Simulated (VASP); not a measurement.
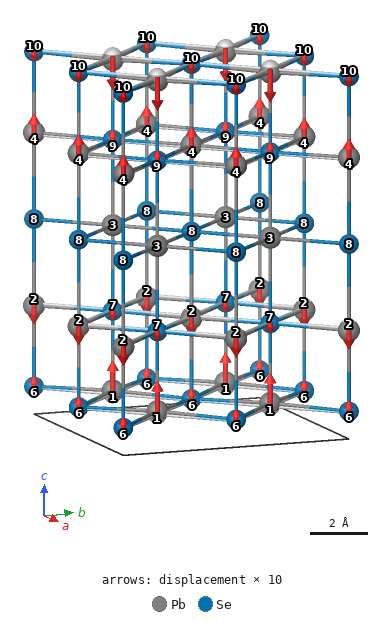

This is a relaxation of a slab of composition PbSe. The starting structure is drawn faded, the final one solid; red arrows show the displacements, 10 times their true length.

A ball-and-stick model of the 2 × 2 repeat of the cell, outlined in the plane, without the vacuum, seen slightly off an axis.

The run lets the atoms move in a fixed cell.

All numbers below come from Kohn-Sham DFT of a periodic cell, PBEsol, VASP PAW PBE potentials, recommended (VASP 6.6.1).

Input
```
  ALGO = Normal
  DIPOL = 0.5 0.5 0.500
  EDIFF = 1E-6
  EDIFFG = -0.02
  ENCUT = 520
  GGA = PS
  IBRION = 2
  IDIPOL = 3
  ISIF = 2
  ISMEAR = 0
  KPAR = 2
  LASPH = True
  LCHARG = False
  LDIPOL = True
  LREAL = False
  LWAVE = False
  NELM = 80
  NSW = 80
  PREC = Accurate
  SIGMA = 0.03
```

Command:
```bash
cat potpaw_PBE.64/Pb_d/POTCAR potpaw_PBE.64/Se/POTCAR > POTCAR
mpirun -np 2 vasp_std > vasp.out
```

### Atoms of which element are displaced furthest, and by how much?

Lead: up to 0.12 Å, against 0.04 Å for selenium.

### What happened in the run?

After 8 geometry steps the energy has fallen by 0.106 eV per cell of the calculation. The largest force component goes from 0.41 to 0.02 eV/Å. The largest moves, 0.12 Å, are those of Pb atoms. Largest moves by element: Pb 0.12 Å, Se 0.04 Å. The lattice vectors keep their values. Near-neighbour distances that change, for instance: Pb–Se 3.052 → 2.886 Å, Pb–Se 3.052 → 2.929 Å, Pb–Se 3.052 → 3.130 Å, Pb–Se 3.052 → 3.095 Å. Bond angles that change, for instance: Se–Pb–Se 180.0° → 177.1°, Pb–Se–Pb 180.0° → 177.1°.
